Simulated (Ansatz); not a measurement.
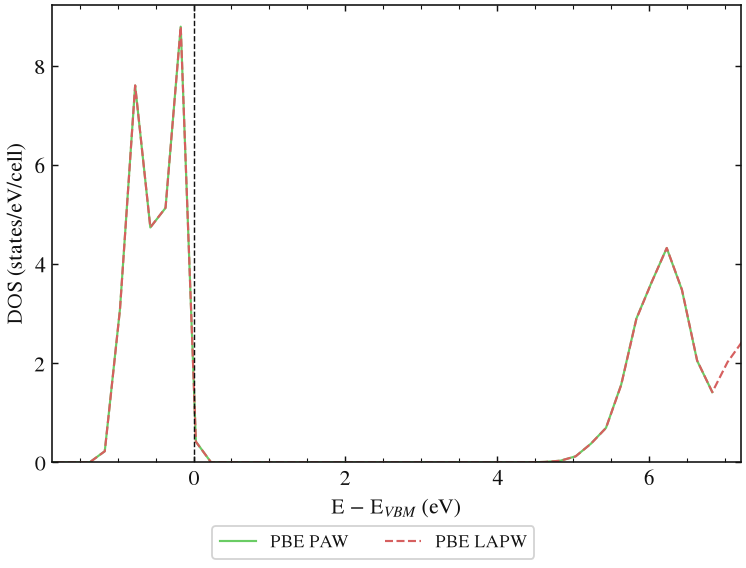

Total densities of states of CsBr, space group Pm-3m, 2 atoms in the cell, by two methods on the same cell. Each is counted from its own valence-band top.

How do the methods compare?

Answer. The gap hardly changes: PBE PAW gives a gap of 4.42 eV and PBE LAPW gives a gap of 4.42 eV.

Settings. PBE PAW: DFT, PBE, PAW with Ansatz's default frozen-core files, scalar-relativistic, no spin polarisation, 6×6×6 k mesh, 420 eV cutoff, Fermi-Dirac smearing of 0.02 eV (Ansatz). PBE LAPW: DFT, PBE, all-electron LAPW, scalar-relativistic, no spin polarisation, 6×6×6 k mesh, Fermi-Dirac smearing of 0.02 eV (Ansatz).
